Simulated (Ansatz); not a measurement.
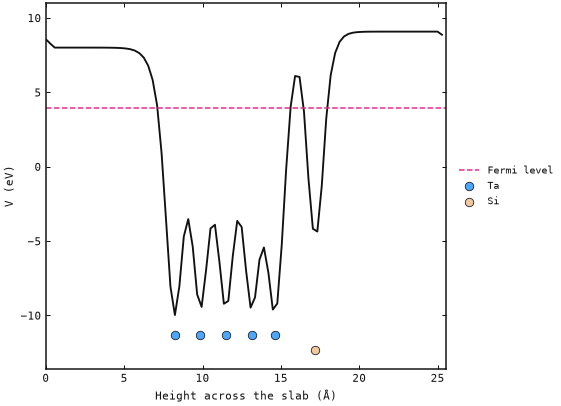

Plane-averaged electrostatic potential energy of an electron across the slab; circles at the bottom mark the heights of the atoms (positions after relaxation).

The material is a (100) slab cut from Ta (Im-3m), of composition Ta₅Si (not the bulk's), ended by Ta planes, 6 atoms in the cell.

Level of theory: DFT PBEsol, scalar-relativistic, plane waves, PAW, no spin polarisation, 9×9×1 k mesh, 420 eV cutoff, Gaussian smearing of 0.1 eV; code Ansatz.

**Read off the work function of each face.**

The work function is 5.15 eV at the right face and 4.07 eV at the left.

**Do the two faces differ, and what does that say about the slab's dipole?**

The vacuum level is 1.07 eV higher at the right than at the left, so the slab carries a dipole along its normal; the ramp in the vacuum, at or near the edge of the plot, is the dipole correction that keeps each side flat. Some atoms were held fixed in the relaxation, which can itself make the faces differ.

**How thick are slab and vacuum?**

The outermost atoms are 9.0 Å apart, which leaves 16.6 Å of vacuum in a cell 25.6 Å high.

Spin-orbit coupling is left out, which matters for Ta.
